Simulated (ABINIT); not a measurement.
# Run report: CuO, optical-spectrum calculation (part 2 of 2)

CuO (Cc, 4 atoms in the cell); Kohn-Sham DFT of a periodic cell, LDA, PseudoDojo NC SR LDA v0.4.1 standard, no spin polarisation (ABINIT 10.8.3); cutoff 1251.72 eV, 12×12×6 k-mesh, fermi-dirac of 0.05 eV. The structure derives from an entry of the Crystallography Open Database.

Geometry of the input (Å; fractional positions):
```
2.3447  -1.7134  0.0000
2.3447  1.7134  0.0000
-0.8606  0.0000  5.0594
Cu 0.4968  0.0032  0.5000
Cu 0.0032  0.4968  0.0000
O  0.4056  0.5714  0.7537
O  0.5714  0.4056  0.2537
```

## Output, continued
```
 Mean square residual over all n,k,spin=   79.511E-09; max=  42.214E-05
 reduced coordinates (array xred) for    4 atoms
       0.496800000000      0.003200000000      0.500000000000
       0.003200000000      0.496800000000      0.000000000000
       0.405600000000      0.571400000000      0.753700000000
       0.571400000000      0.405600000000      0.253700000000
 rms dE/dt=  5.6262E-02; max dE/dt=  6.7291E-02; dE/dt below (all hartree)
    1       0.030226684629      0.067290567858     -0.057395565259
    2       0.067290567858      0.030226684629     -0.057395565259
    3      -0.081985337375     -0.015532086763      0.057391755884
    4      -0.015532086763     -0.081985337375      0.057391755884

 cartesian coordinates (angstrom) at end:
    1      0.74204782240000    -0.84573424000000     2.52971819635000
    2      1.17232500000000     0.84573424000000     0.00000000000000
    3      1.64212323248576     0.28408172000000     3.81329720917799
    4      2.07240041008576    -0.28408172000000     1.28357901282799

 cartesian forces (hartree/bohr) at end:
    1     -0.01100461754798    -0.00572352116821     0.00413116086927
    2     -0.01100461754798     0.00572352116821     0.00413116086927
    3      0.01100461754798    -0.01026191951397    -0.00413116086927
    4      0.01100461754798     0.01026191951397    -0.00413116086927
 frms,max,avg= 8.3106546E-03 1.1004618E-02   9.685E-09  0.000E+00  2.009E-07 h/b

 cartesian forces (eV/Angstrom) at end:
    1     -0.56588018648693    -0.29431529191343     0.21243283311905
    2     -0.56588018648692     0.29431529191343     0.21243283311905
    3      0.56588018648692    -0.52768911804163    -0.21243283311905
    4      0.56588018648692     0.52768911804163    -0.21243283311905
 frms,max,avg= 4.2735104E-01 5.6588019E-01   4.980E-07  0.000E+00  1.033E-05 e/A
 length scales=  1.889726125908  1.889726125908  1.889726125908 bohr
              =  1.000000000000  1.000000000000  1.000000000000 angstroms
 Fermi (or HOMO) energy (hartree) =   0.24027   Average Vxc (hartree)=  -0.47346
 Eigenvalues (hartree) for nkpt= 242  k points:
 kpt#   1, nband= 30, wtk=  0.00116, kpt=  0.0000  0.0000  0.0000 (reduced coord)
  -3.86503   -3.86500   -2.32213   -2.32212   -2.32082   -2.32049   -2.30548   -2.30546
  -0.48203   -0.43084   -0.06315    0.03359    0.04761    0.11611    0.11861    0.12143
   0.12952    0.13939    0.14172    0.14973    0.15698    0.16158    0.16440    0.18240
   0.24830    0.27343    0.30162    0.45748    0.53314    0.72165
      occupation numbers for kpt#   1
   2.00000    2.00000    2.00000    2.00000    2.00000    2.00000    2.00000    2.00000
   2.00000    2.00000    2.00000    2.00000    2.00000    2.00000    2.00000    2.00000
   2.00000    2.00000    2.00000    2.00000    2.00000    2.00000    2.00000    2.00000
   0.02493    0.00000    0.00000    0.00000    0.00000    0.00000
 prteigrs : prtvol=0 or 1, do not print more k-points.

--- !EnergyTerms
iteration_state     : {dtset: 1, }
comment             : Components of total free energy in Hartree
kinetic             :  1.95799759751198E+02
hartree             :  1.35119110914002E+02
xc                  : -5.41853831512128E+01
Ewald energy        : -2.48309193486708E+02
psp_core            :  1.02191544608009E+01
local_psp           : -3.77985750247735E+02
non_local_psp       : -7.25164521284329E+01
internal            : -4.11858753888088E+02
'-kT*entropy'       : -6.93663471275676E-04
total_energy        : -4.11859447551559E+02
total_energy_eV     : -1.12072665063818E+04
band_energy         : -4.15048367135304E+01
...

 Cartesian components of stress tensor (hartree/bohr^3)
  sigma(1 1)=  3.64641341E-04  sigma(3 2)=  0.00000000E+00
  sigma(2 2)=  1.99853564E-04  sigma(3 1)=  5.09556703E-06
  sigma(3 3)=  4.19717072E-04  sigma(2 1)=  0.00000000E+00

-Cartesian components of stress tensor (GPa)         [Pressure= -9.6522E+00 GPa]
- sigma(1 1)=  1.07281186E+01  sigma(3 2)=  0.00000000E+00
- sigma(2 2)=  5.87989485E+00  sigma(3 1)=  1.49916758E-01
- sigma(3 3)=  1.23485026E+01  sigma(2 1)=  0.00000000E+00

================================================================================
== DATASET  2 ==================================================================

--- !DatasetInfo
iteration_state: {dtset: 2, }
dimensions: {natom: 4, nkpt: 242, mband: 35, nsppol: 1, nspinor: 1, nspden: 1, mpw: 4120, }
cutoff_energies: {ecut:  46.0, pawecutdg:  -1.0, }
electrons: {nelect:   5.00000000E+01, charge:   0.00000000E+00, occopt:   3.00000000E+00, tsmear:   1.83747000E-03, }
meta: {optdriver: 0, ionmov: 0, optcell: 0, iscf: -3, paral_kgb: 0, }
...

 mkfilename : getden/=0, take file _DEN from output of DATASET   1.

 Exchange-correlation functional for the present dataset will be:
  LDA: Perdew-Wang 92 LSD fit to Ceperley-Alder data - ixc=7
  J.P.Perdew and Y.Wang, PRB 45, 13244 (1992)

 Real(R)+Recip(G) space primitive vectors, cartesian coordinates (Bohr,Bohr^-1):
 R(1)=  4.4307464 -3.2378567  0.0000000  G(1)=  0.1128478 -0.1544231  0.0191942
 R(2)=  4.4307464  3.2378567  0.0000000  G(2)=  0.1128478  0.1544231  0.0191942
 R(3)= -1.6262120  0.0000000  9.5609491  G(3)=  0.0000000  0.0000000  0.1045921
 Unit cell volume ucvol=  2.7432509E+02 bohr^3
 Angles (23,13,12)=  9.77808191E+01  9.77808191E+01  7.23164321E+01 degrees

 getcut: wavevector=  0.0000  0.0000  0.0000  ngfft=  36  36  60
         ecut(hartree)=     46.000   => boxcut(ratio)=   2.02684
--------------------------------------------------------------------------------

================================================================================

--- !BeginCycle
iteration_state: {dtset: 2, }
solver: {iscf: -3, nstep: 120, nline: 4, wfoptalg: 0, }
tolerances: {tolwfr: 1.00E-12, }
...

     iter   Etot(hartree)      deltaE(h)  residm     vres2
 Non-SCF case, kpt    1 (  0.00000  0.00000  0.00000), residuals and eigenvalues=
  4.37E-13  2.98E-13  9.39E-13  2.09E-13  7.59E-14  1.78E-13  1.78E-13  2.14E-13
  5.75E-13  1.77E-13  2.53E-13  2.09E-13  1.49E-13  8.69E-13  1.56E-13  3.59E-13
  2.34E-13  2.91E-13  5.54E-13  3.69E-13  5.92E-13  5.65E-13  4.09E-13  5.48E-13
  9.40E-13  5.86E-13  1.58E-13  1.55E-13  7.02E-13  8.63E-13  4.67E-13  3.86E-13
  1.58E-10  1.52E-10  7.70E-06
 -3.8650E+00 -3.8650E+00 -2.3221E+00 -2.3221E+00 -2.3208E+00 -2.3205E+00
 -2.3055E+00 -2.3055E+00 -4.8203E-01 -4.3084E-01 -6.3154E-02  3.3595E-02
  4.7607E-02  1.1611E-01  1.1861E-01  1.2143E-01  1.2952E-01  1.3939E-01
  1.4172E-01  1.4973E-01  1.5698E-01  1.6158E-01  1.6440E-01  1.8240E-01
  2.4830E-01  2.7343E-01  3.0162E-01  4.5748E-01  5.3314E-01  7.2165E-01
  8.0919E-01  8.3460E-01  8.5142E-01  8.5741E-01  8.9566E-01
 prteigrs : prtvol=0 or 1, do not print more k-points.

--- !ResultsGS
iteration_state: {dtset: 2, }
comment   : Summary of ground state results
lattice_vectors:
- [  4.4307464,  -3.2378567,   0.0000000, ]
- [  4.4307464,   3.2378567,   0.0000000, ]
- [ -1.6262120,   0.0000000,   9.5609491, ]
lattice_lengths: [   5.48773,    5.48773,    9.69826, ]
lattice_angles: [ 97.781,  97.781,  72.316, ] # degrees, (23, 13, 12)
lattice_volume:   2.7432509E+02
convergence: {deltae:  0.000E+00, res2:  0.000E+00, residm:  9.997E-13, diffor:  0.000E+00, }
etotal    :  -4.11859448E+02
entropy   :   0.00000000E+00
fermie    :   2.40266646E-01
cartesian_stress_tensor: null
pressure_GPa: null
xred      :
- [  4.9680E-01,   3.2000E-03,   5.0000E-01, Cu]
- [  3.2000E-03,   4.9680E-01,   0.0000E+00, Cu]
- [  4.0560E-01,   5.7140E-01,   7.5370E-01,  O]
- [  5.7140E-01,   4.0560E-01,   2.5370E-01,  O]
cartesian_forces: null
force_length_stats: {min: null, max: null, mean: null, }
...

 Integrated electronic density in atomic spheres:
 ------------------------------------------------
 Atom  Sphere_radius  Integrated_density
    1        2.00000         17.30370444
    2        2.00000         17.30370444
    3        2.00000          6.16876296
    4        2.00000          6.16876296
================================================================================

 ----iterations are completed or convergence reached----

 Mean square residual over all n,k,spin=   45.776E-14; max=  99.969E-14
 reduced coordinates (array xred) for    4 atoms
       0.496800000000      0.003200000000      0.500000000000
       0.003200000000      0.496800000000      0.000000000000
       0.405600000000      0.571400000000      0.753700000000
       0.571400000000      0.405600000000      0.253700000000

 cartesian coordinates (angstrom) at end:
    1      0.74204782240000    -0.84573424000000     2.52971819635000
    2      1.17232500000000     0.84573424000000     0.00000000000000
    3      1.64212323248576     0.28408172000000     3.81329720917799
    4      2.07240041008576    -0.28408172000000     1.28357901282799
 length scales=  1.889726125908  1.889726125908  1.889726125908 bohr
              =  1.000000000000  1.000000000000  1.000000000000 angstroms
 Eigenvalues (hartree) for nkpt= 242  k points:
 kpt#   1, nband= 35, wtk=  0.00116, kpt=  0.0000  0.0000  0.0000 (reduced coord)
  -3.86503   -3.86500   -2.32213   -2.32212   -2.32082   -2.32049   -2.30548   -2.30546
  -0.48203   -0.43084   -0.06315    0.03359    0.04761    0.11611    0.11861    0.12143
   0.12952    0.13939    0.14172    0.14973    0.15698    0.16158    0.16440    0.18240
   0.24830    0.27343    0.30162    0.45748    0.53314    0.72165    0.80919    0.83460
   0.85142    0.85741    0.89566
      occupation numbers for kpt#   1
   2.00000    2.00000    2.00000    2.00000    2.00000    2.00000    2.00000    2.00000
   2.00000    2.00000    2.00000    2.00000    2.00000    2.00000    2.00000    2.00000
   2.00000    2.00000    2.00000    2.00000    2.00000    2.00000    2.00000    2.00000
   0.02493    0.00000    0.00000    0.00000    0.00000    0.00000    0.00000    0.00000
   0.00000    0.00000    0.00000
 prteigrs : prtvol=0 or 1, do not print more k-points.

--- !EnergyTerms
iteration_state     : {dtset: 2, }
comment             : Components of total free energy in Hartree
kinetic             :  1.95799757044873E+02
hartree             :  1.35119110914002E+02
xc                  : -5.41853831512128E+01
Ewald energy        : -2.48309193486708E+02
psp_core            :  1.02191544608009E+01
local_psp           : -3.77985750247735E+02
non_local_psp       : -7.25164507595459E+01
internal            : -4.11858755225526E+02
'-kT*entropy'       : -6.93663468444254E-04
total_energy        : -4.11859448888994E+02
...

--- !EnergyTermsDC
iteration_state     : {dtset: 2, }
comment             : '"Double-counting" decomposition of free energy'
band_energy         : -4.15048368081870E+01
Ewald energy        : -2.48309193486708E+02
psp_core            :  1.02191544608009E+01
xc_dc               : -1.32263878053998E+02
internal            : -4.11858753888092E+02
'-kT*entropy'       : -6.93663468444254E-04
total_energy_dc     : -4.11859447551560E+02
...

================================================================================
== DATASET  3 ==================================================================

--- !DatasetInfo
iteration_state: {dtset: 3, }
dimensions: {natom: 4, nkpt: 242, mband: 31, nsppol: 1, nspinor: 1, nspden: 1, mpw: 4120, }
cutoff_energies: {ecut:  46.0, pawecutdg:  -1.0, }
electrons: {nelect:   5.00000000E+01, charge:   0.00000000E+00, occopt:   3.00000000E+00, tsmear:   1.83747000E-03, }
meta: {optdriver: 8, wfk_task: 7, }
...

 mkfilename : getwfk/=0, take file _WFK from output of DATASET   2.

 Exchange-correlation functional for the present dataset will be:
  LDA: Perdew-Wang 92 LSD fit to Ceperley-Alder data - ixc=7
  J.P.Perdew and Y.Wang, PRB 45, 13244 (1992)

--------------------------------------------------------------------------------

 Computation of velocity matrix elements (DDK)

 Parameters extracted from the Abinit header:
    ecut:     46.0
    nkpt:    864
    mband:   35
    nsppol:  1
    nspinor: 1
    useylm:  0
    inclvkb: 2
    bmin: 1, bmax: 35
    Computing diagonal and off-diagonal matrix elements
    Between band index bmin: 1, bmax: 35

== END DATASET(S) ==============================================================
================================================================================

 -outvars: echo values of variables after computation  --------
            acell      1.8897261259E+00  1.8897261259E+00  1.8897261259E+00 Bohr
           etotal1    -4.1185944755E+02
           etotal2    -4.1185944755E+02
           etotal3     0.0000000000E+00
            fcart1    -1.1004617548E-02 -5.7235211682E-03  4.1311608693E-03
                      -1.1004617548E-02  5.7235211682E-03  4.1311608693E-03
                       1.1004617548E-02 -1.0261919514E-02 -4.1311608693E-03
                       1.1004617548E-02  1.0261919514E-02 -4.1311608693E-03
            fcart3     0.0000000000E+00  0.0000000000E+00  0.0000000000E+00
                       0.0000000000E+00  0.0000000000E+00  0.0000000000E+00
                       0.0000000000E+00  0.0000000000E+00  0.0000000000E+00
                       0.0000000000E+00  0.0000000000E+00  0.0000000000E+00
            rprim      2.3446500000E+00 -1.7134000000E+00  0.0000000000E+00
                       2.3446500000E+00  1.7134000000E+00  0.0000000000E+00
                      -8.6055435520E-01  0.0000000000E+00  5.0594363927E+00
           strten1     3.6464134111E-04  1.9985356375E-04  4.1971707185E-04
                       0.0000000000E+00  5.0955670322E-06  0.0000000000E+00
           strten3     0.0000000000E+00  0.0000000000E+00  0.0000000000E+00
                       0.0000000000E+00  0.0000000000E+00  0.0000000000E+00
           xangst      7.4204782240E-01 -8.4573424000E-01  2.5297181963E+00
                       1.1723250000E+00  8.4573424000E-01  0.0000000000E+00
                       1.6421232325E+00  2.8408172000E-01  3.8132972092E+00
                       2.0724004101E+00 -2.8408172000E-01  1.2835790128E+00
             xred      4.9680000000E-01  3.2000000000E-03  5.0000000000E-01
                       3.2000000000E-03  4.9680000000E-01  0.0000000000E+00
                       4.0560000000E-01  5.7140000000E-01  7.5370000000E-01
                       5.7140000000E-01  4.0560000000E-01  2.5370000000E-01
 Calculation completed.
```

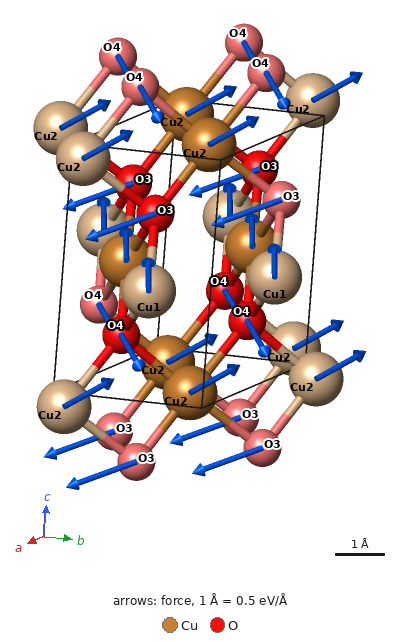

**Figure 1.** Forces on the atoms as blue arrows (ball-and-stick view of the cell 2 times as large as that of the calculation, set on its symmetry axes, seen slightly off an axis; neighbours outside the cell are drawn fainter; atoms are numbered from 1 in the order of the input). The largest act on O3, O4 (0.80 eV/Å); Cu1, Cu2 (0.67 eV/Å). The geometry is not a stationary point of this energy.

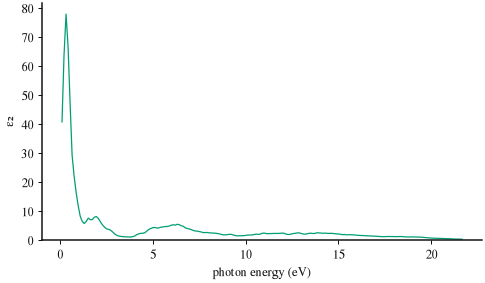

**Figure 2.** Imaginary part of the dielectric function (first component that the program prints). The highest peak, 78.0, lies at 0.33 eV.

## Key numbers

- outcome: converged
- space group (tolerance 0.01 Å): Cc (9)
- electrons treated: 50
- free energy: −11207.2665 eV
- Fermi energy: 6.538 eV
- gap on the k-point mesh: none (metallic)
- pressure: −9.65 GPa
- largest force (length of the vector): 0.802 eV/Å
- wall time: 22 min (CPU time 87 min)
- peak memory: 3 GiB

## Remarks

Further notes kept with the run: Slow version without MPI-IO support. Processors send data to master. Points of doubt noted for this run: no intraband term. The run has no spin polarisation, so a magnetic state may lie lower.
